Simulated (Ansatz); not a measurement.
# Formation energy and levels of the vacancy V_O in MgO (Fm-3m)

Wanted: the transition levels of a vacancy in MgO (Fm-3m), from a cell of 250 host atoms with 1 O taken out.

Main program and level: Ansatz 0.2.0; place-levels on PBEsol runs: charge-transition levels and formation energies with image-charge correction and potential alignment at the atomic sites; PAW set soft_1.

Experimental background.

“Electronic structure of alkaline earth and post-transition metal oxides” (2009, arxiv:0908.1581) quotes from earlier work for MgO, rocksalt (bulk crystal): band gap (literature experimental gap) 7.83 eV [Literature value based on experiment; other listed experimental values range from 7.7 to …].

Most raw output is cut from this account.

**1. The starting structure**

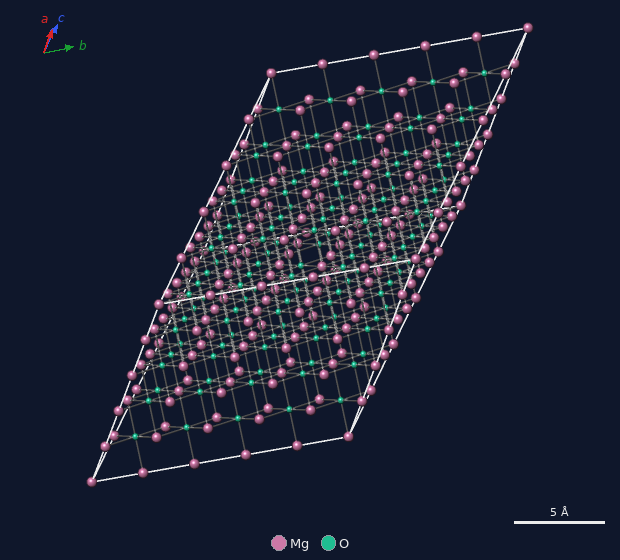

The cell as given, from a free direction (magnesium pink, oxygen teal). Bonds to atoms that aren't drawn are left out. Some periodic images of atoms are drawn too.

The cell holds 249 atoms: 125 Mg and 124 O. Cell: a = 14.902 Å, b = 14.902 Å, c = 14.902 Å, α = 60.0°, β = 60.0°, γ = 60.0°. It derives from MgO (space group Fm-3m). Nearest the centre at fractional (0.500, 0.500, 0.500): Mg174 at 2.11 Å, Mg176 at 2.11 Å, Mg134 at 2.11 Å, Mg136 at 2.11 Å, Mg126 at 2.11 Å, Mg184 at 2.11 Å, O127 at 2.98 Å, O135 at 2.98 Å.

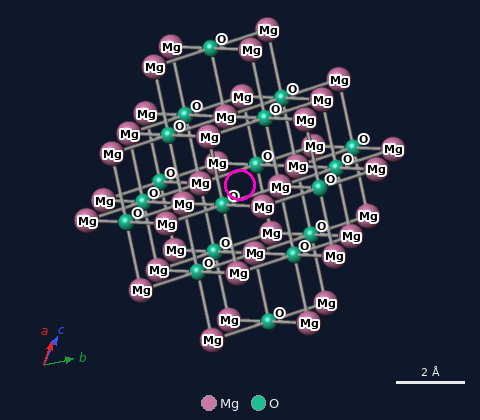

The atoms within 5 Å of the centre. A ring marks the centre wherever it is empty.

The host's dielectric constants go in as inputs: 3.24 for the electrons alone, 10.37 with the ions, computed on the host (DFPT, PBEsol).

The cell's shortest repeat is 14.9 Å.

**2. Charge states**

Levels follow from differences of total energies between charge states, each relaxed by itself.

Random displacements of about 0.04 Å break the site symmetry at the start, so that the relaxation can reach a distorted minimum if there is one. Forces are taken at the zone centre alone. The cell holds 1 electron fewer than the neutral one, with a uniform background that keeps it neutral on the whole. The electron count is odd, so at least one spin is unpaired; this run locks the moment at 1 μB.

One of the inputs; charge, spin and start change from state to state.

File qp1_M1.relax/input.yaml:

```yaml
crystal:
  lattice:
    - [0.0, 2.10743285, 2.10743285]
    - [2.10743285, 0.0, 2.10743285]
    - [2.10743285, 2.10743285, 0.0]
  atoms:
    - { symbol: Mg, position: [0.0, 0.0, 0.0] }
    - { symbol: O, position: [0.5, 0.5, 0.5] }
  supercell: [5, 5, 5]
  defects: [{ vacancy: 125 }]
total_charge: 1
basis:
  ecutwfc: 420
  xc_grid: 2
hamiltonian:
  xc: pbesol
  pseudopotentials: { kind: paw, azcp: { folder: soft_1 }, xc_functional: pbe }
kpoints:
  mp_grid: { grid: [1, 1, 1] }
magnetization:
  spin_polarized: true
  initial_magnetization: 1
  spin_locking: { lock_magnetization: hard }
scf:
  occupations: { method: fixed }
  max_iter: 100
output:
  forces: true
  charged_corrections:
    epsilon: 3.24
    static_epsilon: 10.37
    defect_position: [0.5, 0.5, 0.5]
relax:
  f_tol: 0.02
  max_steps: 60
  random_displacement: { amplitude: 0.04, seed: 8816 }
checkpoint:
  write: "../qp1_M1.relax.run"
  compress: false
  write_wavefunctions: true
  write_every: 100000
```

Run with:

```bash
> ansatz run input.yaml --threads 32 --pin off --max-ram 84787MiB --backend cuda --events-out ev --progress --plain --runs-dir out --max-vram 78GiB
```

The energy is taken again at one point at (¼, ¼, ¼), on the same structure.

The run of this state that the levels use, under PBEsol:

File qp1_M1.quarter/input.yaml:

```yaml
crystal:
  checkpoint: "../qp1_M1.relax.run"
  host: checkpoint
total_charge: 1
basis:
  ecutwfc: 420
  xc_grid: 2
hamiltonian:
  xc: pbesol
  pseudopotentials: { kind: paw, azcp: { folder: soft_1 }, xc_functional: pbe }
kpoints:
  mp_grid: { grid: [1, 1, 1], shift: [0.25, 0.25, 0.25] }
magnetization:
  spin_polarized: true
  initial_magnetization: 1
  spin_locking: { lock_magnetization: hard }
scf:
  occupations: { method: fixed }
  max_iter: 100
output:
  forces: true
  charged_corrections:
    epsilon: 3.24
    static_epsilon: 10.37
    defect_position: [0.5, 0.5, 0.5]
  eigenvalues: true
  eigenstates: { localisation: true }
  efg: {}
checkpoint:
  read: "../qp1_M1.relax.run"
  write: "../qp1_M1.quarter.run"
  compress: false
  write_wavefunctions: false
  write_every: 100000
```

Relaxations under PBEsol at the zone centre alone; times on 1 × NVIDIA GB200 with 32 threads of Arm Neoverse V2, shared host:

| charge | moment (μB) | occupations | outcome | steps | largest displacement against the far atoms (Å) | time |
| --- | --- | --- | --- | --- | --- | --- |
| 0 | 0 | fixed | converged | 4 | 0.02 | 7.6 s |
| +1 | 1 | fixed | converged | 4 | 0.11 | 10 s |

Single points under PBEsol at one point at (¼, ¼, ¼); times on 1 × NVIDIA GB200 with 32 threads of Arm Neoverse V2, shared host:

| charge | moment (μB) | occupations | outcome | time |
| --- | --- | --- | --- | --- |
| 0 | 0 | fixed | converged | 5.9 s |
| +1 | 1 | fixed | converged | 12 s |

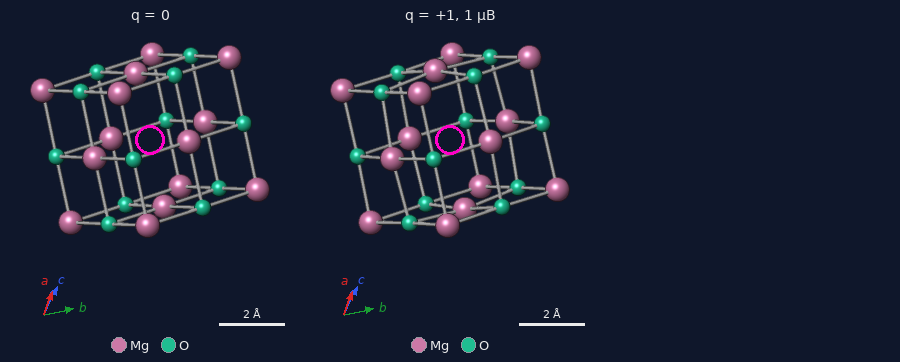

The structures near the centre after relaxation with PBEsol, by charge. A ring marks the centre wherever it is empty.

Distances (Å) from the ideal centre to the nearest atoms after relaxation with PBEsol:

| charge | moment (μB) | 1. | 2. | 3. | 4. | 5. | 6. |
| --- | --- | --- | --- | --- | --- | --- | --- |
| 0 | 0 | Mg 2.12 | Mg 2.12 | Mg 2.12 | Mg 2.13 | Mg 2.13 | Mg 2.13 |
| +1 | 1 | Mg 2.21 | Mg 2.21 | Mg 2.21 | Mg 2.21 | Mg 2.21 | Mg 2.22 |

**3. place-levels, PBEsol, the zone centre alone**

qp1_M1.gamma/input.yaml, as its differences from qp1_M1.quarter/input.yaml of step 2:

```diff
@@ -11,3 +11,3 @@
 kpoints:
-  mp_grid: { grid: [1, 1, 1], shift: [0.25, 0.25, 0.25] }
+  mp_grid: { grid: [1, 1, 1] }
 magnetization:
@@ -26,7 +26,5 @@
   eigenvalues: true
-  eigenstates: { localisation: true }
-  efg: {}
 checkpoint:
   read: "../qp1_M1.relax.run"
-  write: "../qp1_M1.quarter.run"
+  write: "../qp1_M1.gamma.run"
   compress: false
```

The job ended after 3.8 s (1 × NVIDIA GB200 with 32 threads of Arm Neoverse V2, shared host; peak memory 1.6 GiB; 9.3 s of CPU time).

File levels.gamma.yaml:

```yaml
host:
  run: host.gamma.run
states: [q0.gamma.run, qp1_M1.gamma.run]
geometry_from:
  q0.gamma.run: q0.relax.run
  qp1_M1.gamma.run: qp1_M1.relax.run
chemical_potentials:
  O:
    energy: -558.291301
    dataset: <sha256 of the dataset>
```

Run with:

```bash
> ansatz place-levels levels.gamma.yaml -- --threads 32 --pin off --max-ram 84787MiB --backend cuda --max-vram 78GiB
```

The job ended after 0.44 s (32 threads).

Under PBEsol the gap is 4.62 eV, (+1/0) 2.57 eV.

**4. place-levels, PBEsol, one point at (¼, ¼, ¼)**

A charged cell interacts with its images and the background, and its potential has another zero than the host's. place-levels removes the first by a point-charge model, screened by the static dielectric constant since the ions have relaxed around the charge, and the second by comparing potentials at atoms far from the defect.

The host is a run of the defect-free crystal in the same cutoffs, grids and k-points, so that basis and sampling errors cancel in part in the differences. The host is run in a cell of 2 atoms on a matching mesh. Its band edges are searched through the zone by a band path, so the gap is smaller than, or equal to, that on the mesh. Chemical potentials are energies per atom of O (O2 molecule), run with the same functional and cutoff.

File levels.quarter.yaml:

```yaml
host:
  run: host.quarter.run
states: [q0.quarter.run, qp1_M1.quarter.run]
geometry_from:
  q0.quarter.run: q0.relax.run
  qp1_M1.quarter.run: qp1_M1.relax.run
chemical_potentials:
  O:
    energy: -558.291301
    dataset: <sha256 of the dataset>
```

Run with:

```bash
> ansatz place-levels levels.quarter.yaml -- --threads 32 --pin off --max-ram 84787MiB --backend cuda --max-vram 78GiB
```

Run time: 0.46 s. Hardware: 32 threads.

Under PBEsol the gap is 4.62 eV, (+1/0) 2.59 eV; the stage before (PBEsol, at other k-points) gave a gap of 4.62 eV and levels within 0.02 eV of these.

Levels between the charges placed, in eV above the valence top:

|  | gap (eV) | (+1/0) |
| --- | --- | --- |
| PBEsol | 4.62 | 2.59 |

Corrections by state:

| charge | moment (μB) | image terms and alignment (eV) | band filling (eV) | ε used | over the lowest of its charge, as the program ranks them, band filling apart (eV) |
| --- | --- | --- | --- | --- | --- |
| +1 | 1.0 | 0.118 | - | 10.37 | 0.000 |
| 0 | 0.0 | 0.000 | - | - | 0.000 |

From the program's caveats on the states, each cut to its opening words:

- charge +1 (1 μB): how wide its charge is, is not read beside other atoms or cores, and a band state would take no correction

Chemical potentials of the elements' reference phases, run alike. Formation energies (elemental references), with the Fermi level at the valence top and at the conduction bottom (gap 4.62 eV):

| charge | at valence top (eV) | at conduction bottom (eV) | correction included (eV) |
| --- | --- | --- | --- |
| +1 | 4.15 | 8.77 | 0.12 |
| 0 | 6.74 | 6.74 | 0.00 |

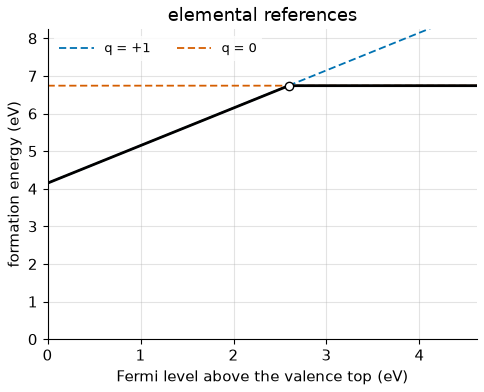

Formation energy against Fermi level; the thick line follows the lowest charge state and circles mark the transition levels.

**5. Side by side**

Levels between neighbouring charges, in eV above each run's own valence top:

|  | gap (eV) | (+1/0) | GPU time a state at this stage (restarts are quicker than cold starts) |
| --- | --- | --- | --- |
| PBEsol, zone centre alone | 4.62 | 2.57 | 2.9 s |
| PBEsol, (¼, ¼, ¼) | 4.62 | 2.59 | 9.2 s |

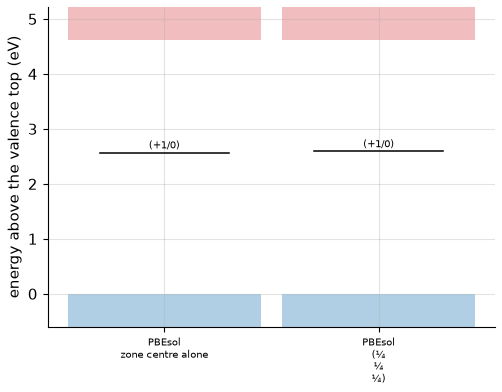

Levels between stable charges at each rung, each against its own band edges (shaded).

**6. Outcome**

```
gap of the host                                                             : 4.62 eV (PBEsol)
level (plus 1/0)                                                            : 2.59 eV above the valence top
lowest of the charges placed, just above the valence top (0.02 eV)          : +1
lowest of the charges placed, just below the conduction bottom (0.02 eV)    : 0
lowest formation energy at mid-gap of the charges run, elemental references : 6.46 eV
```

In words: Of the charges placed (0 and +1), the lowest changes at 2.59 eV (+1/0) above the valence top, in a gap of 4.62 eV. Charges above +1 and below 0 were not placed, so these runs say nothing of levels that involve them. States placed: +1 at 1 μB; 0 at 0 μB. Other spin states or structures, where not listed, weren't placed. Limits: one k-point off the zone centre stands for the whole zone; PBEsol makes the gap too small and tends to spread out bound carriers; where a gas molecule sets a chemical potential or the host's formation energy, its binding is uncorrected.

Calculation against experiment:

| quantity | measured | PBEsol |
| --- | --- | --- |
| band gap (least gap of the host) (eV) | 7.83 | 4.62 (-3.21 eV) |

Measured values from arxiv:0908.1581 (2009).

Verdict: The band gap is off by -3.21 eV: a clear miss. Local and semilocal functionals usually give gaps below the measured ones. Zero-point and thermal motion shift the measured gap.

[Logs are printed without paths, hosts, clocks, repeated set-up lines and the standing remarks that a program may print on its own settings, such as how far it seeks lower states.]

[Hosts, paths, dates, database ids (printed as entryN), source tags and the programs' standing remarks are cut or masked in the printed files.]

[Where a table of states has a column of steps, it counts the stored structures, which are thinned; the runs took as many ionic steps or more.]

[A defect's name tells the site on which it was built; relaxed atoms can leave that site.]

[For some hosts the program warned that the k-mesh of the response run may be too coarse for force constants and the static dielectric constant; such warnings are not shown here.]
